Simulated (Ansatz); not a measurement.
Ti: several calculations on one system

**1. Scan**

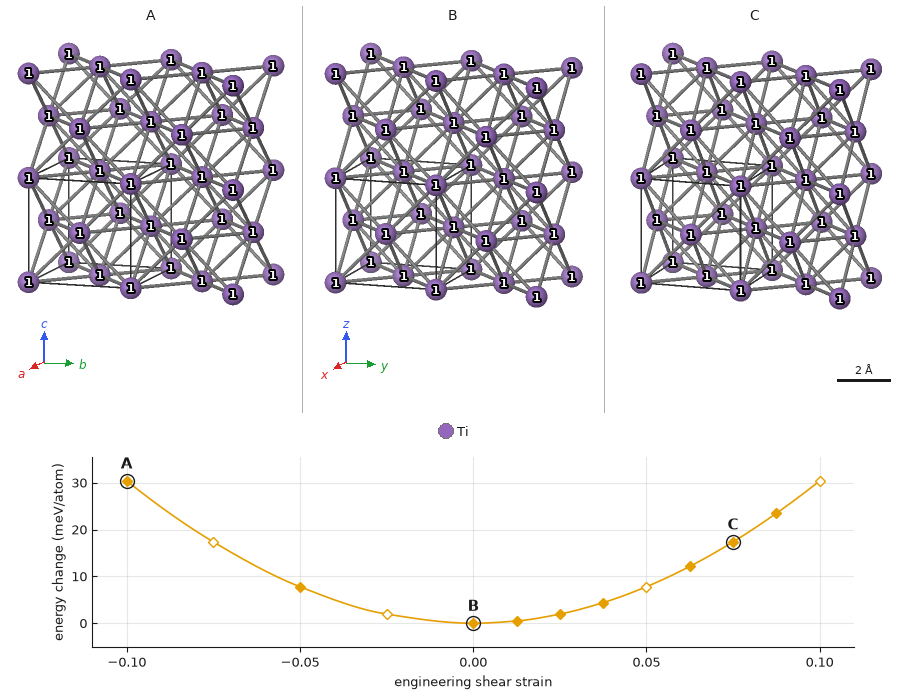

A scan of crystalline Ti (Fm-3m): the cell is strained in shear in the xy plane, with the atoms kept at their fractional coordinates. x, y and z are the Cartesian axes of the input. The lettered frames are marked on the plot. Hollow markers are points alike by symmetry, not computed again. The picture is a ball-and-stick view of the conventional cell (4 times the calculation's cell), repeated 1 × 2 × 2 with one cell outlined, seen slightly off an axis. Lengths and directions refer to the drawn axes.

Theory: DFT PBEsol, scalar-relativistic, plane waves, PAW (Ansatz 0.2.0). (plane-wave cutoff 420 eV; k-point mesh 20 × 20 × 20; occupations gaussian; smearing width 0.15 eV; no spin polarisation). Energies (free energies at the smearing named) are counted from the cell as listed in its source, which wasn't relaxed.

**Read off the main features of the energy profile.**

Of the computed points the lowest is at the strain 0.00, 0.0 meV/atom. At the ends of the scan the energy is 30.4 meV/atom (−0.10) and 30.4 meV/atom (0.10). The curvature at zero strain, (1/V) d²E/dε², is about 60 GPa; it is C₆₆ with clamped ions. The distortion takes the space group from Fm-3m to Immm. At the strain −0.10 the cell of the drawing goes a 4.060 → 4.065 Å, b 4.060 → 4.065 Å, γ 90.0° → 95.7°.

**2. Scan**

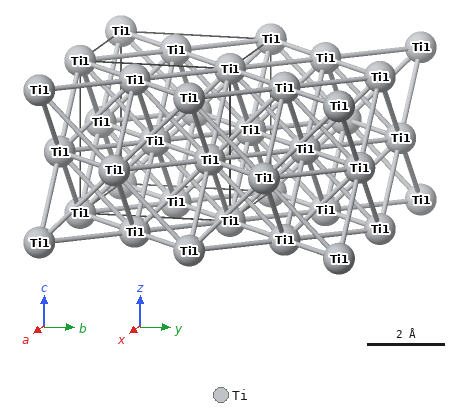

A crystal of Ti (Fm-3m): the cell is strained equally along x and y and separately along z, with the atoms kept at their fractional coordinates. x, y and z are the Cartesian axes of the input. The picture shows the reference cell. A ball-and-stick model of the conventional cell (4 times the calculation's cell), repeated 2 × 2 × 1 with one cell outlined, seen slightly off an axis. Lengths and directions refer to the drawn axes.

The calculation used DFT PBEsol, scalar-relativistic, plane waves, PAW in Ansatz 0.2.0. Settings: plane-wave cutoff 420 eV; k-point mesh 20 × 20 × 20; occupations gaussian; smearing width 0.15 eV; no spin polarisation. Energies (free energies at the smearing named) are counted from the cell as listed in its source, which wasn't relaxed.

```
Ti
1.0
     0.00000    2.03000    2.03000
     2.03000    0.00000    2.03000
     2.03000    2.03000    0.00000
Ti
1
Direct
  0.00000 0.00000 0.00000
```

> What energies does the calculation give on a grid with rows −0.050, −0.025, 0.000, 0.025, 0.050 and columns −0.050, −0.025, 0.000, 0.025, 0.050 (strain along x and y; strain along z)?

Rows: strain along x and y; columns: strain along z; values in meV/atom.

|  | −0.050 | −0.025 | 0.000 | 0.025 | 0.050 |
| --- | --- | --- | --- | --- | --- |
| −0.050 | 146.0 | 99.8 | 65.2 | 41.0 | 26.1 |
| −0.025 | 62.3 | 33.2 | 14.8 | 6.2 | 6.3 |
| 0.000 | 17.4 | 3.9 | 0.0 | 5.1 | 18.2 |
| 0.025 | 6.6 | 7.1 | 16.4 | 33.7 | 58.3 |
| 0.050 | 25.2 | 38.7 | 59.8 | 88.1 | 122.8 |

In pairs of (strain along x and y; strain along z): the lowest computed point lies at (0.000, 0.000) (0.0 meV/atom), the highest at (−0.050, −0.050) (146.0 meV/atom). The valley is tilted: raising the in-plane strain is made harder by raising the strain along z (cross term 0.80 of the geometric mean of the two curvatures). Over the ranges scanned the energy rises more along the first axis, the in-plane strain. The pressure runs from −13.1 GPa at (0.050, 0.050) to 22.3 GPa at (−0.050, −0.050).

**3. Energy map**

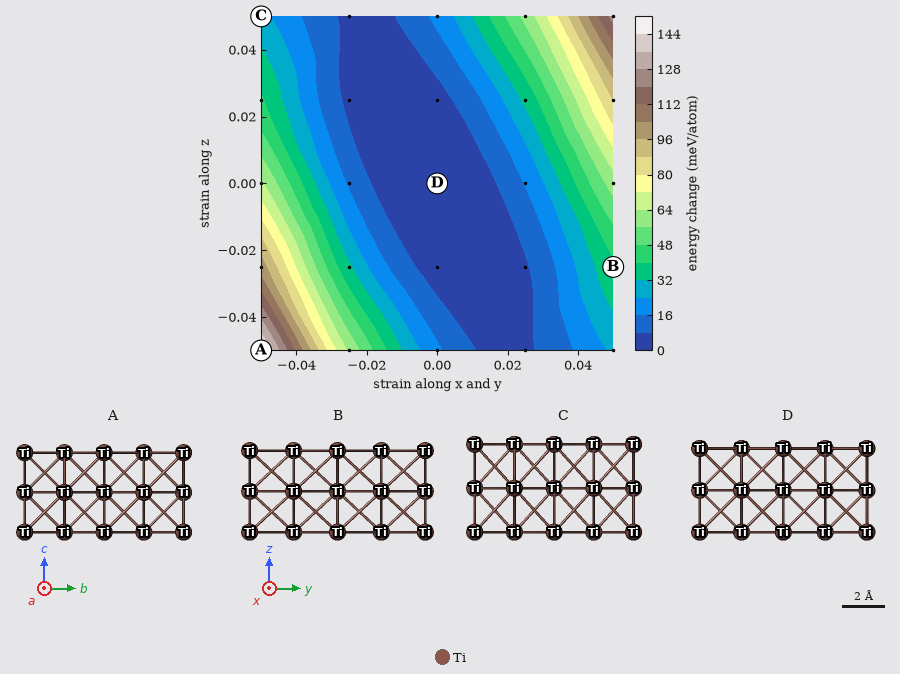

Energy scan for a crystal of Ti (Fm-3m), in which the cell is strained equally along x and y and separately along z, with the atoms kept at their fractional coordinates. x, y and z are the Cartesian axes of the input. The map is interpolated between the computed points (dots). The lettered frames are marked on it. The picture is a ball-and-stick view of the conventional cell (4 times the calculation's cell), repeated 2 × 2 × 1 with one cell outlined, seen along the a axis. Lengths and directions refer to the drawn axes.

Computed with DFT PBEsol, scalar-relativistic, plane waves, PAW (Ansatz 0.2.0). Settings: plane-wave cutoff 420 eV; k-point mesh 20 × 20 × 20; occupations gaussian; smearing width 0.15 eV; no spin polarisation. Energies (free energies at the smearing named) are counted from the cell as listed in its source, which wasn't relaxed.

Q: Where is the lowest point of the map, and what else does it tell?

A: In pairs of (strain along x and y; strain along z): the lowest computed point lies at (0.000, 0.000) (0.0 meV/atom), the highest at (−0.050, −0.050) (146.0 meV/atom). The valley is tilted: raising the in-plane strain is made harder by raising the strain along z (cross term 0.80 of the geometric mean of the two curvatures). Over the ranges scanned the energy rises more along the first axis, the in-plane strain. The pressure runs from −13.1 GPa at (0.050, 0.050) to 22.3 GPa at (−0.050, −0.050). The frames lie at A (−0.050, −0.050): 146.0 meV/atom, B (0.050, −0.025): 38.7 meV/atom, C (−0.050, 0.050): 26.1 meV/atom, D (0.000, 0.000): 0.0 meV/atom.

The computed points:

Rows: strain along x and y; columns: strain along z; values in meV/atom.

```tsv
	−0.050	−0.025	0.000	0.025	0.050
−0.050	146.0	99.8	65.2	41.0	26.1
−0.025	62.3	33.2	14.8	6.2	6.3
0.000	17.4	3.9	0.0	5.1	18.2
0.025	6.6	7.1	16.4	33.7	58.3
0.050	25.2	38.7	59.8	88.1	122.8
```
